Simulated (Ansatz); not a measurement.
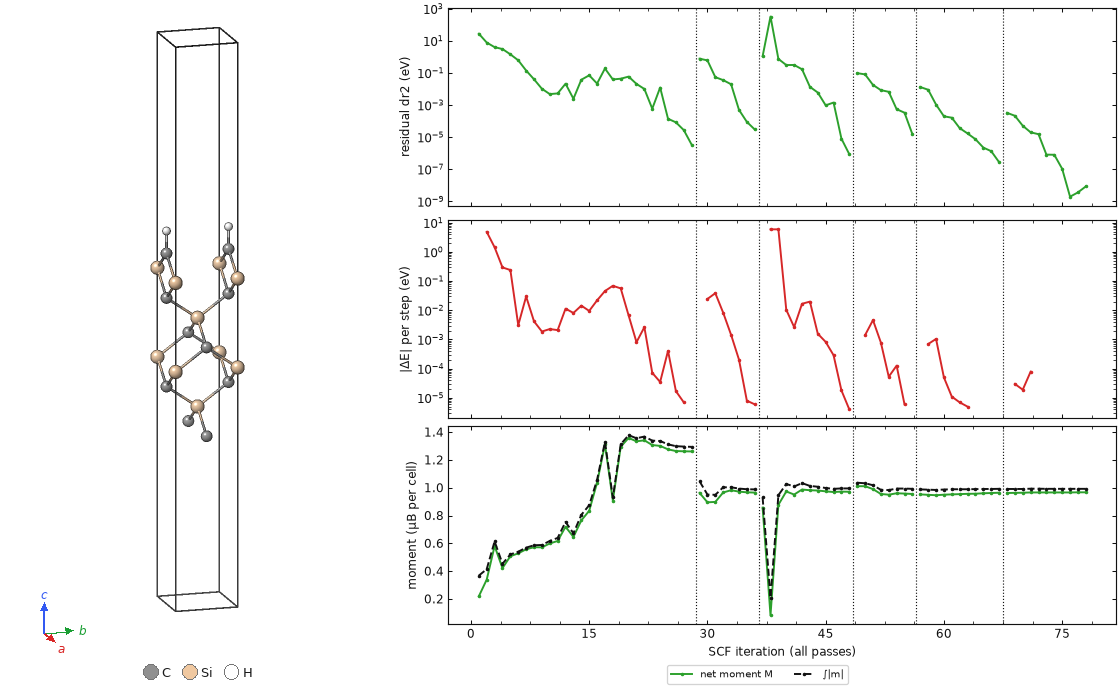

Beside the plot: the structure.

The plot shows the SCF iterations of a calculation: density residual dr2, step-to-step change of the Harris–Foulkes energy, magnetic moments. Each stretch between dotted lines is the SCF of one geometry step of a relaxation. Energy differences below 3 × 10⁻⁶ eV aren't drawn. dr2 is the charge part; the magnetisation has a residual of its own.

Si₄HC₅ (slab, 10 atoms in the cell), run with Ansatz.

```
crystal:
  lattice:
    - [3.0806203182, 0.0, 0.0]
    - [0.0, 3.0806203182, 0.0]
    - [0.0, 0.0, 27.7241463104]
  atoms:
    - { symbol: C, position: [0.0, 0.5, 0.3065919472] }
    - { symbol: Si, position: [0.5, 0.5, 0.3458776927] }
    - { symbol: C, position: [0.5, 0.0, 0.3851634383] }
    - { symbol: Si, position: [0.0, 0.0, 0.4244491839] }
    - { symbol: C, position: [0.0, 0.5, 0.4639200012] }
    - { symbol: Si, position: [0.5, 0.5, 0.5030623929] }
    - { symbol: C, position: [0.5, 0.0, 0.5421533566] }
    - { symbol: Si, position: [0.0, 0.0, 0.5821500114] }
    - { symbol: C, position: [0.5, 0.0, 0.6211052235], spin: 1.0 }
    - { symbol: H, position: [0.5, 0.0, 0.6607818284] }
basis:
  ecutwfc: 420
kpoints:
  mp_grid: { grid: [9, 9, 1] }
hamiltonian:
  xc: pbesol
scf:
  occupations: { method: gaussian, width: 0.05 }
  initial_density: { chi_scale: 0.3 }
output:
  forces: true
  eigenvalues: true
magnetization:
  spin_polarized: true
relax:
  adjacent_minimum: "off"
  f_tol: 0.03
  max_steps: 70
  constraints: [{ sites: [0, 1, 2, 3] }]
efield:
  axis: 3
  dipole_correction: true
  ramp_width: 0.04
```

Run as:
```bash
ansatz run input.yaml --threads 2 --pin off --max-ram 5120MiB --backend cpu --events-out ev --progress --plain --runs-dir out
```

How did this run end?

Answer. Converged, in 78 iterations in all. There are 6 passes, of 28, 8, 12, 8, 11 and 11 iterations. In pass 1 (steps counted along the axis), the residual falls unevenly and jumps up by a factor of two or more 4 times on the way down, most sharply at step 24 (by a factor of about 20). The first pass is the longest because it starts from scratch; later ones start from the previous geometry's density. The program keeps the magnetisation out of the quasi-Newton mixer until iteration 11 and then restarts the mixer with it. The relaxation met its thresholds.

What happens to the magnetisation?

Answer. The net moment goes from 0.2 to 1.0 μB per cell, with excursions between 0.1 and 1.4 on the way. ∫|m| ends at 1.0 μB.
